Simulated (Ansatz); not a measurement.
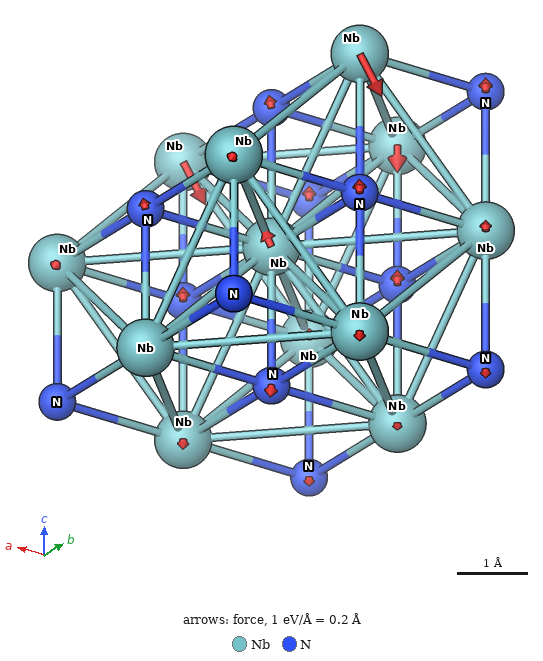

Starting geometry of a slab of composition NbN (cut from the Fm-3m phase) with the computed forces as red arrows. A ball-and-stick model of the atoms within 4.2 Å of the atom that moves most (axes of the 1 × 2 repeat of the cell, outlined in the plane, without the vacuum (origin shifted)), seen from a free direction.

Case: stripe over 1.5 of 3 cells, two steps. 12 atoms are held fixed.

Method: DFT PBE, scalar-relativistic, plane waves, PAW (Ansatz 0.2.0).

Input file:
```yaml
crystal:
  lattice:
    - [13.2646291947, 0.0, 0.0]
    - [0.0, 4.4215430649, 0.0]
    - [0.0, 0.0, 18.6323145973]
  atoms:
    - { symbol: Nb, position: [0.1666666667, 0.0, 0.0805052959] }
    - { symbol: "N", position: [0.0, 0.0, 0.0805052959] }
    - { symbol: Nb, position: [0.1666666667, 0.5, 0.1991578402] }
    - { symbol: "N", position: [0.0, 0.5, 0.1991578402] }
    - { symbol: Nb, position: [0.0, 0.0, 0.1991578402] }
    - { symbol: "N", position: [0.1666666667, 0.0, 0.1991578402] }
    - { symbol: Nb, position: [0.0, 0.5, 0.0805052959] }
    - { symbol: "N", position: [0.1666666667, 0.5, 0.0805052959] }
    - { symbol: Nb, position: [0.5, 0.0, 0.0805052959] }
    - { symbol: "N", position: [0.3333333333, 0.0, 0.0805052959] }
    - { symbol: Nb, position: [0.5, 0.5, 0.1991578402] }
    - { symbol: "N", position: [0.3333333333, 0.5, 0.1991578402] }
    - { symbol: Nb, position: [0.3333333333, 0.0, 0.1991578402] }
    - { symbol: "N", position: [0.5, 0.0, 0.1991578402] }
    - { symbol: Nb, position: [0.3333333333, 0.5, 0.0805052959] }
    - { symbol: "N", position: [0.5, 0.5, 0.0805052959] }
    - { symbol: Nb, position: [0.8333333333, 0.0, 0.0805052959] }
    - { symbol: "N", position: [0.6666666667, 0.0, 0.0805052959] }
    - { symbol: Nb, position: [0.8333333333, 0.5, 0.1991578402] }
    - { symbol: "N", position: [0.6666666667, 0.5, 0.1991578402] }
    - { symbol: Nb, position: [0.6666666667, 0.0, 0.1991578402] }
    - { symbol: "N", position: [0.8333333333, 0.0, 0.1991578402] }
    - { symbol: Nb, position: [0.6666666667, 0.5, 0.0805052959] }
    - { symbol: "N", position: [0.8333333333, 0.5, 0.0805052959] }
    - { symbol: Nb, position: [0.1666666667, 0.0, 0.3178103844] }
    - { symbol: "N", position: [0.0, 0.0, 0.3178103844] }
    - { symbol: Nb, position: [0.0, 0.5, 0.3178103844] }
    - { symbol: "N", position: [0.1666666667, 0.5, 0.3178103844] }
    - { symbol: Nb, position: [0.5, 0.0, 0.3178103844] }
    - { symbol: "N", position: [0.3333333333, 0.0, 0.3178103844] }
    - { symbol: Nb, position: [0.3333333333, 0.5, 0.3178103844] }
    - { symbol: "N", position: [0.5, 0.5, 0.3178103844] }
    - { symbol: Nb, position: [0.8333333333, 0.0, 0.3178103844] }
    - { symbol: "N", position: [0.6666666667, 0.0, 0.3178103844] }
    - { symbol: Nb, position: [0.6666666667, 0.5, 0.3178103844] }
    - { symbol: "N", position: [0.8333333333, 0.5, 0.3178103844] }
    - { symbol: Nb, position: [0.1666666667, 0.5, 0.4364629287] }
    - { symbol: "N", position: [0.0, 0.5, 0.4364629287] }
    - { symbol: Nb, position: [0.0, 0.0, 0.4364629287] }
    - { symbol: "N", position: [0.1666666667, 0.0, 0.4364629287] }
    - { symbol: "N", position: [0.3333333333, 0.5, 0.4364629287] }
    - { symbol: Nb, position: [0.3333333333, 0.0, 0.4364629287] }
basis:
  ecutwfc: 420
kpoints:
  mp_grid: { grid: [3, 8, 1] }
hamiltonian:
  xc: pbe
scf:
  occupations: { method: gaussian, width: 0.1 }
output:
  forces: true
  eigenvalues: true
  write_density: true
  write_potential: true
  elf: true
  volumetric_format: npy
relax:
  adjacent_minimum: "off"
  f_tol: 0.02
  max_steps: 45
  constraints: [{ sites: [0, 1, 6, 7, 8, 9, 14, 15, 16, 17, 22, 23] }]
efield:
  axis: 3
  dipole_correction: true
  ramp_width: 0.04
```

Command:
```bash
ansatz run input.yaml --threads 4 --pin off --max-ram 11264MiB --backend cpu --events-out ev --progress --plain --runs-dir out
```

Question: What follows when this structure is relaxed?

Answer: It isn't relaxed: the largest force vector, on Nb atoms, is 3.55 eV/Å. The final displacements follow the starting forces only in part (cosine between the two patterns 0.75). The largest moves, 0.30 Å, are those of Nb27 and Nb31. Nb31 goes at 72° to the normal (+c side). Largest moves by element: Nb 0.30 Å, N 0.22 Å. The cell stays as it was. Among the contacts that change: Nb3–Nb31 3.127 → 3.459 Å, Nb25–Nb42 3.127 → 2.826 Å, N28–Nb31 2.211 → 2.495 Å, Nb25–Nb31 3.127 → 3.332 Å. Bond angles that change, for instance: Nb42–N41–Nb42 180.0° → 167.1°, Nb31–N41–Nb42 90.0° → 85.4°, Nb37–N41–Nb42 90.0° → 85.8°. After 7 accepted moves (10 points after the start) the energy has fallen by 2.716 eV per cell of the calculation. The largest force component goes from 2.9 to 0.012 eV/Å. The line search rejected the trial steps at points 7, 9 of the run. 1 step only repeated the SCF at the same geometry.
